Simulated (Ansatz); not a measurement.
```
CELL_PARAMETERS angstrom
4.65442 0.00000 0.00000
0.00000 4.29110 0.00000
0.00000 0.00000 29.02170
ATOMIC_POSITIONS crystal
Sb 0.04252 0.00000 0.37519
Sb 0.45748 0.50000 0.37519
Sb 0.54252 0.50000 0.27949
Sb 0.95748 0.00000 0.27949
```

Started from the puckered monolayer prototype, which need not be the ambient phase.

The calculation used Ansatz, DFT, LDA, plane waves, PAW.

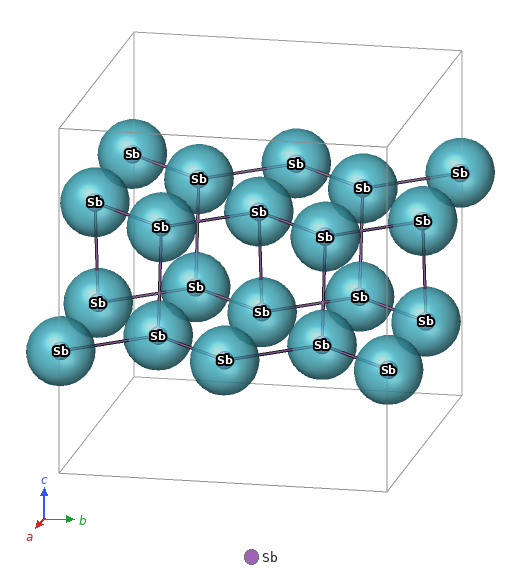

Sb (slab). Isosurface of the valence charge density (pseudo) at 0.8 e/Å³ (cyan), seen slightly off an axis. Sticks mark near contacts.

The density is the valence pseudo-density of a PAW calculation; it isn't the true density close to the nuclei.

What does this surface tell about the bonding?

At this value the density breaks into separate islands; it holds about 65 % of the electrons treated as valence (semicore included). It bridges none of the near contacts. It is pinched off along the shortest Sb–Sb (2.81 Å) and Sb–Sb (2.89 Å) contacts. On the grid the lowest density along these lines, outside the cores, is 0.41 e/Å³ (Sb–Sb, 2.81 Å) and 0.36 e/Å³ (Sb–Sb, 2.89 Å).
